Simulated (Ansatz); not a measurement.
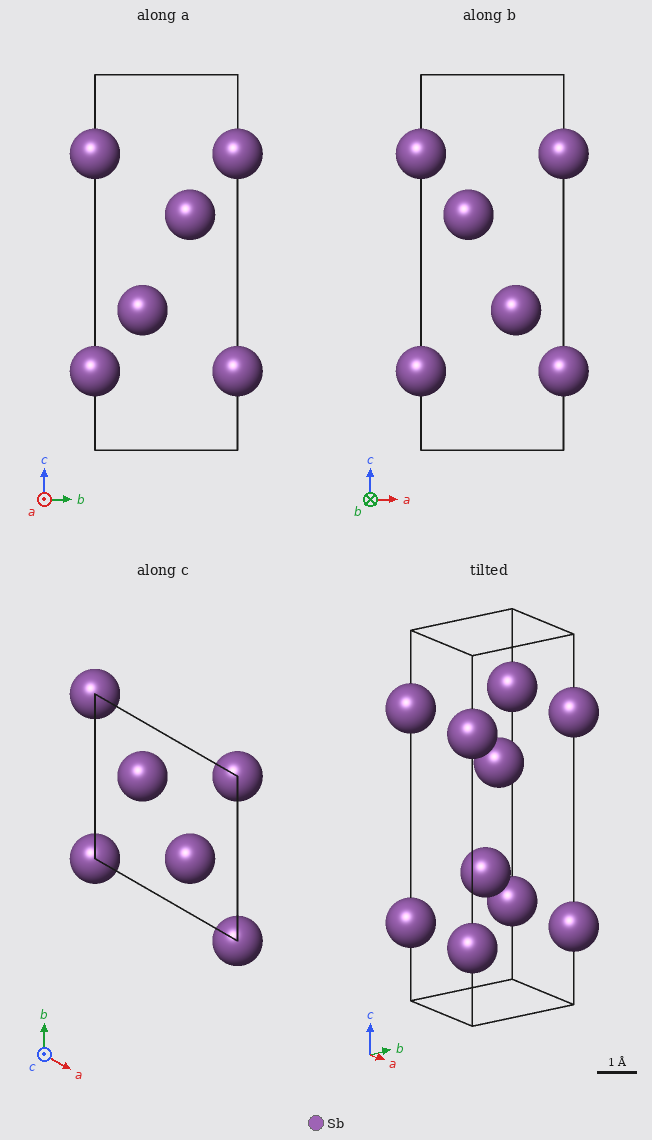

Spheres-only representation of a periodic structure, projected along the a axis, along the b axis, along the c axis and slightly off an axis. Lines trace the edges of the conventional unit cell.

Lattice parameters: a = 4.252 Å, b = 4.252 Å, c = 9.706 Å, α = 90.00°, β = 90.00°, γ = 120.00°. Put a along x and b in the xy plane.

### Give the structure in the form of a POSCAR file, with free fractional coordinates to two decimals.

```
Sb
1.0
     4.252    0.000    0.000
    -2.126    3.683    0.000
     0.000    0.000    9.706
Sb
4
Direct
  0.00 0.00 0.79
  0.00 0.00 0.21
  0.3333 0.6667 0.63
  0.6667 0.3333 0.37
```

The initial geometry was a structure type filled with this element by a generator (whether the element takes this form wasn't checked). Earlier steps of the study may have refined or changed the cell and positions. It went into a calculation with Ansatz.
